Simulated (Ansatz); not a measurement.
## Starting-point dependence of the GW gap of BN (Qingsongite)

One-shot GW is not self-consistent; how far does the start matter for BN (Qingsongite)?

Calculated with Ansatz 0.2.0; G0W0 on several functionals, plane waves, PAW.

In doubt: masses and optical values from hybrid runs of this build are listed as unsure (steps 3, 4), which bears on the screening that GW takes from such a start.

### 1. The structure

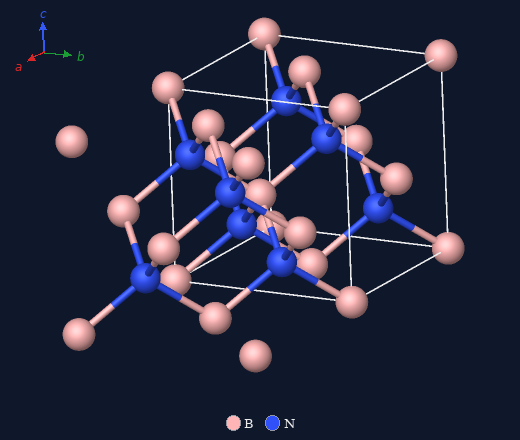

The cell as given, slightly off an axis (boron pink, nitrogen blue). 2×1×1 cells are drawn. This picture shows the conventional cell, with its axes. Bonds to atoms that aren't drawn are left out. Some periodic images of atoms are drawn too.

The cell and positions come from the Crystallography Open Database and are kept as given unless a step says otherwise.

### 2. G0W0 on PBE

G0W0 replaces the xc potential by the self-energy, built once from these orbitals. Only a window of levels is corrected, while the sums run over the empty bands that the input names. This step takes PAW set soft_1 files.

This step: G0W0 on PBE, plane waves, PAW; PAW set soft_1.

The input, input.yaml:

```yaml
crystal:
  lattice:
    - [0.0, 1.8075, 1.8075]
    - [1.8075, 0.0, 1.8075]
    - [1.8075, 1.8075, 0.0]
  atoms:
    - { symbol: B, position: [0.0, 0.0, 0.0] }
    - { symbol: "N", position: [0.25, 0.25, 0.25] }
kpoints:
  mp_grid: { grid: [8, 8, 8] }
hamiltonian:
  xc: pbe
  pseudopotentials: { kind: paw, azcp: { folder: soft_1 } }
scf:
  occupations: { method: fixed }
gw:
  n_empty_bands: 35
  ecut_chi: 120
  qp_bands: [v2, c2]
  qp_kpoints: band_edges
  screening: { model: contour_deformation }
```

Started as:

```
> ansatz run input.yaml --threads 3 --pin off --max-ram 92160MiB --backend cuda --events-out ev --progress --plain --runs-dir out --devices 1 --max-vram 13GiB
```

Numbers of over 12 decimals in the logs are rounded to 6 here.

Output:

```text
GPUs: using 1 of 1 available (devices: 1).
Engine: ansatz 0.2.0, x86_64-unknown-linux-gnu
Pseudopotentials: kind: paw
Pseudopotential: B, paw, valence charge 3, recommended cutoff 420 eV (normal), soft_1/B.paw.azcp
Pseudopotential: N, paw, valence charge 5, recommended cutoff 420 eV (normal), soft_1/N.paw.azcp
Functional definition: PBE
  parameter kappa = 0.804
  parameter beta = 0.066725
  exchange = pbe_x(kappa = kappa, mu = beta*pi^2/3)
  correlation = pbe_c(beta = beta)
device memory: the entry about to start is reckoned to put 0.4 GiB on a device that reports 43.5 GiB free (of which the cap on the GPU budget leaves the run 13.0 GiB)
GPU FFT provider: cuFFT
GPU libraries: cuBLAS 13.8.2, cuFFT 12.4.0, cuSOLVER 12.3.4
Crystal: 2 atoms, lattice volume = 11.810 Å³
Basis set: ecut = 420 eV, 259 PW (Γ)
Bands: 8, of which v1, the nominal top of the filled ones, is band 4 counted from 1 (3 counted from 0)
Symmetry: 24 space group operations
Space group: F-43m (ITA 216), of the structure as read, at distance tolerance 2.3e-5 Å
k-points: 29 of 512 (time reversal used)
Non-local potential: B, projectors of the file, l = 0: 2, l = 1: 2, l = 2: 1
Non-local potential: N, projectors of the file, l = 0: 2, l = 1: 2, l = 2: 1
PAW form: soft (Blöchl's): semilocal exchange-correlation on the pseudo side does not see the compensation charge
PAW one-centre angular grid: B, 110 points (default); XC on 64 Gauss nodes
PAW one-centre angular grid: N, 110 points (default); XC on 64 Gauss nodes
Initial density: superposition of atomic densities (chi_scale 0.1, normalization cell, long waves kept (reshape's long-wave potential 0.00 eV rms))
Initial wavefunctions: pseudopotential atomic-orbital guess
GPU buffer pool allocated for 5832 grid points (all kernels)
GPU transforms: local potential and band sums: pruned to the plane-wave sphere, on 18×18×18
Functional: x = pbe(κ = 0.804, μ = 0.219515), c = pbe(β = 0.066725)
SCF iter   1: F=—  HF=-542.931690 eV  |F-HF|=—  |Δ(HF+E_count)|=         —  Δρ=1.45e-1  dr2=2.02e0  ethr=3.10e-3  ⟨swp⟩=4.0  Hψ=1375  notcnv=0  defer=46
preconditioner: auto → none  [insulator: Δε(μ)=5.735 eV  Ē_g=20.325 eV  n_scr=0 (ndim 8)  ℏωp=30.6 eV  f_vac=0.000  ε∞_Penn≈3.3]
SCF iter   2: F=—  HF=-542.333869 eV  |F-HF|=—  |Δ(HF+E_count)|=   5.98e-1  Δρ=6.42e-2  dr2=2.66e-1  ethr=3.10e-3  ⟨swp⟩=2.0  Hψ=678  notcnv=0  defer=9
SCF iter   3: F=—  HF=-542.282200 eV  |F-HF|=—  |Δ(HF+E_count)|=   5.17e-2  Δρ=2.32e-2  dr2=3.80e-2  ethr=3.10e-3  ⟨swp⟩=3.0  Hψ=383  notcnv=0  defer=47
SCF iter   4: F=—  HF=-542.278913 eV  |F-HF|=—  |Δ(HF+E_count)|=   3.29e-3  Δρ=2.99e-3  dr2=3.72e-4  ethr=4.75e-4  ⟨swp⟩=3.0  Hψ=412  notcnv=0  defer=52
SCF iter   5: F=—  HF=-542.279054 eV  |F-HF|=—  |Δ(HF+E_count)|=   1.41e-4  Δρ=2.81e-4  dr2=4.52e-6  ethr=4.65e-6  ⟨swp⟩=3.0  Hψ=383  notcnv=0  defer=52
SCF iter   6: F=-542.279054 eV  HF=-542.279054 eV  |F-HF|=1.98e-8  |Δ(HF+E_count)|=   3.56e-7  Δρ=1.94e-5  dr2=1.06e-8  ethr=1.25e-9  ⟨swp⟩=3.1  Hψ=1218  notcnv=0
SCF 1 converged in 6 iterations: F = -542.279054 eV  dr2 = 1.06e-8
  greatest PAW one-centre occupation: 0.789 electrons in one spin orbital (limit 2), on the N atom at site 1 (counted from 0), in its partial waves of l = 0
device memory: the entry about to start is reckoned to put 0.4 GiB on a device that reports 43.4 GiB free (of which the cap on the GPU budget leaves the run 13.0 GiB)
NSCF: frozen V_eff on 29 k-points, pencils in batches of 32, up to order 32
the band table was solved once the SCF had ended and its energy, with any forces and stress, was formed, with the checks that follow a solve (1693 applications of the Hamiltonian). They found nothing against the state; the energy, forces and stress were not computed again (output.eigenvalues in the input reference)
device memory: the entry about to start is reckoned to put 0.6 GiB on a device that reports 43.3 GiB free (of which the cap on the GPU budget leaves the run 13.0 GiB)
NSCF: frozen V_eff on 29 k-points, pencils in batches of 32, up to order 176
G₀W₀ screening: q 1/29
[... further progress lines ...]
SCF converged after 6 iterations
Free energy (F): -542.279054 eV
Harris-Foulkes:  -542.279054 eV  (|F-HF|=1.98e-8)
Internal energy: -542.279054 eV  (E = F + TS)
E sigma→0 (E₀):  -542.279054 eV
Fermi energy:    11.169687 eV
--- Per-component energies (eV) ---
  E_band       = 26.361793
  E_kinetic    = 183.641077
  E_local      = -158.847428  (includes V_loc(G=0)·N_el)
  E_nonlocal   = 42.176470
  E_hartree    = 49.028436
  E_xc         = -93.224758
  E_vxc        = -115.285887  (∫ρ·V_xc dr)
  E_paw        = -206.669175  (= ΣΔE_a)
  E_vpaw       = -23.379875  (= ΣTr[D̂ρ^β])
  E_aug_tail   = 0.000975  (compensation charges beyond the density's cutoff)
  E_ewald      = -358.384650
  E_smearing   = -0.000000  (= −TS)
  E_closure    = 0.000000  (closes the sum)
  Σ components = -542.279054   (vs F -542.279054, Δ=0.00e0)
--- Band table (eV; the first three rows and the last of 29) ---
  k-point 0: bands = ["-9.0631", "11.1697", "11.1697", "11.1697", "19.9949", "19.9949", "19.9949", "21.4912"]
  k-point 1: bands = ["-8.6838", "9.2947", "10.7900", "10.7900", "20.3562", "20.5650", "20.5650", "22.6838"]
  k-point 2: bands = ["-7.5832", "5.6926", "10.0417", "10.0417", "20.8072", "21.5140", "21.5140", "24.7333"]
  k-point 28: bands = ["-3.1669", "3.5836", "4.2071", "4.6670", "20.7742", "24.4627", "25.6741", "25.8274"]
--- G₀W₀: contour deformation, 6 samples at zero and on the imaginary axis and 2 off it, 512 q-points, 35 empty bands' worth ---
  eigenvalues of the whole cell's RPA ε∞ on this k-mesh (on a slab, of 1 + 4πα/V) = 4.4706, 4.4706, 4.4706; static W/v taken at q = 0 is 0.223685
  bands read: the sum over 39 bands ends inside a degenerate multiplet in 1 slot, whose members it reads at an even weight; the widest, k=0: bands 39 to 40 (counted from 1) at 1/2 each
  gw.qp_kpoints: band_edges: 11 of 29 stored k-points solved, in 1 pass; an edge of the gap read off the rows below is read off those points alone
    valence top: of the k-points left out ik 10 came nearest to being solved in a further pass, in band 4 (counted from 1, as in the quasiparticle table): it holds the edge there only if its correction is more favourable than any solved in that band by at least 1.192 eV; those differ by 0.496 eV
    conduction bottom: of the k-points left out ik 18 came nearest to being solved in a further pass, in band 5 (counted from 1, as in the quasiparticle table): it holds the edge there only if its correction is more favourable than any solved in that band by at least 1.132 eV; those differ by 0.697 eV
    ik  band        ε_KS         Σx   Σc(E_QP)       V_xc       Z   E_QP_lin       E_QP  E_QP is
     0     3     11.1697   -22.8532     2.9180   -19.2879  0.8277    10.5208    10.5225  root
     0     4     11.1697   -22.8532     2.9180   -19.2879  0.8277    10.5208    10.5225  root
     0     5     19.9949    -7.9536    -5.3133   -14.6768  0.8393    21.4143    21.4048  root
     0     6     19.9949    -7.9536    -5.3133   -14.6768  0.8393    21.4143    21.4048  root
     1     3     10.7900   -22.6870     2.9740   -19.0227  0.8270    10.0979    10.0998  root
     1     4     10.7900   -22.6870     2.9740   -19.0227  0.8270    10.0979    10.0998  root
     1     5     20.3562    -8.7946    -5.3341   -15.4618  0.8364    21.6980    21.6892  root
     1     6     20.5650    -8.0587    -5.4410   -14.9582  0.8361    22.0342    22.0236  root
     2     3     10.0417   -22.5452     3.1359   -18.6341  0.8250     9.2639     9.2665  root
     2     4     10.0417   -22.5452     3.1359   -18.6341  0.8250     9.2639     9.2665  root
     2     5     20.8072    -9.4874    -5.4069   -16.1610  0.8337    22.0822    22.0739  root
     2     6     21.5140    -8.0086    -5.6616   -15.1806  0.8318    23.0370    23.0244  root
     3     3      9.4448   -22.5508     3.2947   -18.4140  0.8231     8.5995     8.6027  root
     3     4      9.4448   -22.5508     3.2947   -18.4140  0.8231     8.5995     8.6027  root
     3     5     21.1677    -9.9273    -5.4505   -16.6060  0.8321    22.4038    22.3959  root
     3     6     21.8799    -7.7569    -5.6881   -14.9187  0.8324    23.3659    23.3536  root
     4     3      9.2280   -22.5720     3.3567   -18.3494  0.8223     8.3585     8.3621  root
     4     4      9.2280   -22.5720     3.3567   -18.3494  0.8223     8.3585     8.3621  root
     4     5     21.3023   -10.0915    -5.4629   -16.7689  0.8316    22.5245    22.5168  root
     4     6     21.8854    -7.6378    -5.6522   -14.7319  0.8338    23.3389    23.3273  root
     5     3     10.0591   -22.3507     3.0755   -18.5045  0.8256     9.2858     9.2884  root
     5     4     10.0591   -22.3507     3.0755   -18.5045  0.8256     9.2858     9.2884  root
     5     5     19.3213    -8.1052    -5.1683   -14.5388  0.8417    20.5938    20.5866  root
     5     6     21.5254    -8.3798    -5.6114   -15.5339  0.8311    23.0811    23.0681  root
[...]
20     3      6.2650   -22.2403     4.0055   -17.0911  0.8107     5.1128     5.1213  root
    20     4      6.2650   -22.2403     4.0055   -17.0911  0.8107     5.1128     5.1213  root
    20     5     15.6360    -8.0447    -4.4588   -13.2851  0.8537    16.4197    16.4175  root
    20     6     20.4064    -7.9318    -5.0417   -13.9273  0.8484    21.3642    21.3601  root
    23     3      6.3444   -22.6411     4.0832   -17.3688  0.8095     5.1461     5.1553  root
    23     4      7.7197   -22.0573     3.6027   -17.4346  0.8179     6.6940     6.6997  root
    23     5     20.7661    -7.9987    -5.2693   -14.4877  0.8382    21.9932    21.9857  root
    23     6     22.3428    -8.4695    -5.8017   -15.6212  0.8285    23.7038    23.6928  root
```

Elapsed: 16 s, on 1 × NVIDIA H100 80GB HBM3 (shared by 6 runs) with 3 threads of AMD EPYC 7R13 (Zen 3), shared host; peak memory 0.97 GiB; 11 s of CPU time.

The column dr2 measures how far the density is from self-consistency, as an energy; F and HF (Harris–Foulkes) agree once it is small.

Numbers from this step:

| Property | Result |
| --- | --- |
| bands summed | 39 |
| RPA ε∞ on this mesh (eigenvalues) | 4.471, 4.471, 4.471 |
| plane waves in the screening matrix | 27 |
| q-points in the mesh | 512 |
| G0W0 gap on the mesh | 5.895 eV |
| k of the valence top | 0, 0, 0 |
| k of the conduction bottom | 0, -0.5, -0.5 |
| starting gap on the mesh | 4.466 eV |
| Z at the valence top | 0.8277 |
| Z at the conduction bottom | 0.8537 |
| least direct G0W0 gap on the computed points | 10.88 eV |

The gap on the mesh goes from 4.47 eV to 5.90 eV, a correction of +1.43 eV. Between the two edge states, bare exchange in place of the xc potential would open the gap by 8.81 eV, and correlation takes back 7.38 eV.

### 3. G0W0 on HSE06

One-shot GW remembers its start. Another functional's orbitals and levels show by how much.

This step: G0W0 on HSE06, plane waves, PAW; PAW set soft_1.

Edit input.yaml of step 2 so:

```diff
@@ -11,3 +11,3 @@
 hamiltonian:
-  xc: pbe
+  xc: hse06
   pseudopotentials: { kind: paw, azcp: { folder: soft_1 } }
```

Output:

```text
GPUs: using 1 of 1 available (devices: 1).
[...]
davidson cushion auto → on  (no smearing: the cushion is to keep the highest requested band from converging to the state above it; pin scf.eigensolver.cushion to override)
[...]
GPU FFT provider: cuFFT
GPU libraries: cuBLAS 13.8.2, cuFFT 12.4.0, cuSOLVER 12.3.4
Crystal: 2 atoms, lattice volume = 11.810 Å³
Basis set: ecut = 420 eV, 259 PW (Γ)
Bands: 8, of which v1, the nominal top of the filled ones, is band 4 counted from 1 (3 counted from 0)
[... 1 set-up line as in the run before ...]
[...]
k-points: 29 of 512 (time reversal used)
[...]
GPU buffer pool allocated for 5832 grid points (all kernels)
[...]
SCF iter   1: F=—  HF=-542.929553 eV  |F-HF|=—  |Δ(HF+E_count)|=         —  Δρ=1.45e-1  dr2=2.02e0  ethr=1.00e-1  ⟨swp⟩=3.6  Hψ=837  notcnv=0
[...]
SCF iter   4: F=-542.279432 eV  HF=-542.279325 eV  |F-HF|=1.07e-4  |Δ(HF+E_count)|=   2.64e-3  Δρ=3.08e-3  dr2=3.94e-4  ethr=5.09e-6  ⟨swp⟩=3.0  Hψ=1243  notcnv=0
SCF 1 stopped early in 4 iterations: F = -542.279432 eV  dr2 = 3.94e-4
[...]
GPU FFT provider: cuFFT
GPU libraries: cuBLAS 13.8.2, cuFFT 12.4.0, cuSOLVER 12.3.4
[...]
GPU buffer pool allocated for 5832 grid points (all kernels)
[...]
G₀W₀ screening: q 1/29
[... further progress lines ...]
hybrid SCF converged: 2 outer / 6 inner (+4 warm-up), last move |dexx| = 9.11e-8 eV, tail = 2.72e-8 eV
Stability not checked: this state was not tested for a lower state beside it, because the functional holds exact exchange (a hybrid, or Hartree-Fock), whose exchange loop this test does not read (fock_operator; see scf.lower_state_search)
Free energy (F): -542.455996 eV
Frozen-core exchange: fock
[...]
Internal energy: -542.455996 eV  (E = F + TS)
E sigma→0 (E₀):  -542.455996 eV
Fermi energy:    10.306477 eV
[...]
--- Band table (eV; the first three rows and the last of 29) ---
[...]
guard bands above this table: 2 of the run's 8 bands. The solve was not asked for them (output.publish_guard_bands: true or output.eigenvalues: true publishes all)
[...]
0     3     10.3065   -22.8757     2.7422   -20.0514  0.8465    10.2244    10.2244  root
     0     4     10.3065   -22.8757     2.7422   -20.0514  0.8465    10.2244    10.2244  root
     0     5     20.8697    -7.8443    -4.9973   -13.6741  0.8569    21.7047    21.7022  root
     0     6     20.8697    -7.8443    -4.9973   -13.6741  0.8569    21.7047    21.7022  root
     1     3      9.9018   -22.7281     2.7899   -19.8339  0.8458     9.7975     9.7975  root
     1     4      9.9018   -22.7281     2.7899   -19.8339  0.8458     9.7975     9.7975  root
     1     5     21.2060    -8.6343    -5.0231   -14.4339  0.8544    21.9848    21.9824  root
     1     6     21.4826    -7.9308    -5.1078   -13.8895  0.8542    22.3362    22.3334  root
[...]
23     3      5.0543   -22.6430     3.7194   -18.6077  0.8302     4.7378     4.7383  root
    23     4      6.5875   -22.1142     3.3139   -18.5479  0.8376     6.3349     6.3352  root
    23     5     21.5396    -7.7469    -4.9594   -13.4111  0.8565    22.2464    22.2444  root
    23     6     23.2925    -8.3332    -5.4037   -14.4695  0.8481    24.0275    24.0251  root
```

The job ended after 28 s (1 × NVIDIA H100 80GB HBM3 (shared by 6 runs) with 3 threads; peak memory 1.2 GiB).

This step gave:

```yaml
bands_summed: 39
rpa_eps_infinity_on_this_mesh_eigenvalues: 3.928, 3.928, 3.928
plane_waves_in_the_screening_matrix: 27
q_points_in_the_mesh: 512
g0w0_gap_on_the_mesh: 6.386 eV
k_of_the_valence_top: 0, 0, 0
k_of_the_conduction_bottom: 0, -0.5, -0.5
starting_gap_on_the_mesh: 5.783 eV
z_at_the_valence_top: 0.8465
z_at_the_conduction_bottom: 0.8696
least_direct_g0w0_gap_on_the_computed_points: 11.48 eV
```

Against the run with 8×8×8 mesh, 35 empty bands, screening to 120 eV, PAW set soft_1 files on PBE, the gap moves by +0.49 eV, while the start moved by +1.32 eV.

### 4. G0W0 on PBE0

This step: G0W0 on PBE0, plane waves, PAW; PAW set soft_1.

Edit input.yaml of step 3 so:

```diff
@@ -11,3 +11,3 @@
 hamiltonian:
-  xc: hse06
+  xc: pbe0
   pseudopotentials: { kind: paw, azcp: { folder: soft_1 } }
```

Output:

```text
GPUs: using 1 of 1 available (devices: 1).
[...]
GPU FFT provider: cuFFT
GPU libraries: cuBLAS 13.8.2, cuFFT 12.4.0, cuSOLVER 12.3.4
Crystal: 2 atoms, lattice volume = 11.810 Å³
Basis set: ecut = 420 eV, 259 PW (Γ)
Bands: 8, of which v1, the nominal top of the filled ones, is band 4 counted from 1 (3 counted from 0)
[... 1 set-up line as in the run before ...]
[...]
k-points: 29 of 512 (time reversal used)
[...]
1     5     21.5931    -8.6287    -4.9234   -14.0462  0.8598    22.0880    22.0871  root
     1     6     21.8697    -7.9268    -5.0063   -13.5023  0.8596    22.4400    22.4389  root
[...]
23     3      4.6437   -22.6478     3.6094   -19.0253  0.8369     4.6307     4.6307  root
    23     4      6.1854   -22.1234     3.2186   -18.9600  0.8437     6.2407     6.2407  root
    23     5     21.9355    -7.7380    -4.8599   -13.0100  0.8618    22.3481    22.3475  root
    23     6     23.6924    -8.3323    -5.2900   -14.0721  0.8540    24.1431    24.1422  root
[key lines of the parts left out:]
Free energy (F): -542.568453 eV
Fermi energy:    9.924109 eV
```

The job ended after 31 s (1 × NVIDIA H100 80GB HBM3 (shared by 6 runs) with 3 threads; peak memory 1.2 GiB; 19 s of CPU time).

Numbers from this step:

```
bands summed                                 : 39
RPA ε∞ on this mesh (eigenvalues)            : 3.776, 3.776, 3.776
plane waves in the screening matrix          : 27
G0W0 gap on the mesh                         : 6.542 eV
k of the valence top                         : 0, 0, 0
k of the conduction bottom                   : 0, -0.5, -0.5
starting gap on the mesh                     : 6.547 eV
least direct G0W0 gap on the computed points : 11.65 eV
```

Against the run with 8×8×8 mesh, 35 empty bands, screening to 120 eV, PAW set soft_1 files on HSE06, the gap moves by +0.16 eV, while the start moved by +0.76 eV.

### 5. Side by side

All on the 8×8×8 mesh with 35 empty bands and screening to 120 eV. Times are wall times on 1 × NVIDIA H100 80GB HBM3 (shared by 6 runs) with 3 threads of AMD EPYC 7R13 (Zen 3), shared host, good to a factor of about two.

```
start  starting gap (eV)  shift (eV)  G0W0 gap (eV)  RPA ε∞ (harmonic mean)  Z (valence, conduction)  time
  PBE               4.47       +1.43           5.90                    4.47               0.83, 0.85  16 s
HSE06               5.78       +0.60           6.39                    3.93               0.85, 0.87  28 s
 PBE0               6.55       −0.01           6.54                    3.78               0.85, 0.87  31 s
```

How the two edges are built up, in eV (the quasiparticle level is the starting level plus Σx plus Σc less Vxc):

```
  run               edge  start      Σx     Σc     Vxc     Z     QP
  PBE        valence top  11.17  -22.85   2.92  -19.29  0.83  10.52
  PBE  conduction bottom  15.64   -8.04  -4.46  -13.29  0.85  16.42
HSE06        valence top  10.31  -22.88   2.74  -20.05  0.85  10.22
HSE06  conduction bottom  16.09   -7.83  -4.29  -12.64  0.87  16.61
 PBE0        valence top   9.92  -22.88   2.67  -20.44  0.85  10.15
 PBE0  conduction bottom  16.47   -7.82  -4.21  -12.26  0.87  16.69
```

For a hybrid start, Vxc holds its share of exact exchange.

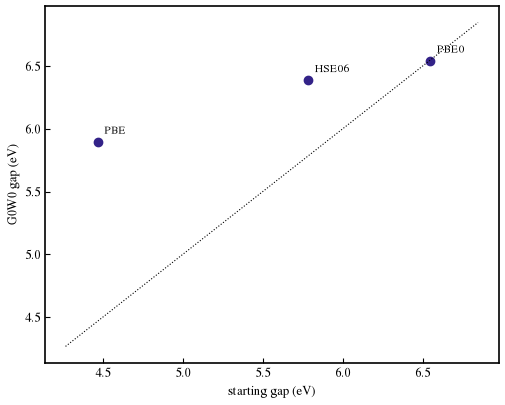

G0W0 gap against starting gap; on the dotted line the correction would vanish.

### 6. Results

```
G0W0@PBE     : 5.90 eV (start 4.47 eV)
G0W0@HSE06   : 6.39 eV (start 5.78 eV)
G0W0@PBE0    : 6.54 eV (start 6.55 eV)
known limits : not at the basis limit
```

The starting gaps span 2.08 eV and the G0W0 gaps 0.65 eV. Between PBE and PBE0, 0.65 eV of the 2.08 eV survives, 31 %. PBE0 screens less than PBE (ε∞ 3.78 against 4.47). Of the 0.65 eV by which its G0W0 gap is higher, the correlation part gives +0.50 eV, and exchange with the one-particle terms, which follow the orbitals, +0.15 eV. The smallest correction, −0.01 eV, is on PBE0, the start nearest to reproducing itself. Bands and cutoff are finite, so the gap is not at the basis limit. The miss can reach some tenths of an eV and take either sign; the mesh is an error of its own.

[Paths, hosts, dates, memory and timing lines, banners, echoed tables and standing remarks are left out of the program output.]

[Logs are printed without paths, hosts, clocks, repeated set-up lines and the standing remarks that a program may print on its own settings, such as how far it seeks lower states.]

[Runs of the session that timed out or met a known fault of the program may be left out.]

[Cells called generated may have been cut or substituted from an entry of the Crystallography Open Database or the Materials Project.]

[Hosts, paths, dates, database ids (printed as entryN), source tags and the programs' standing remarks are cut or masked in the printed files.]
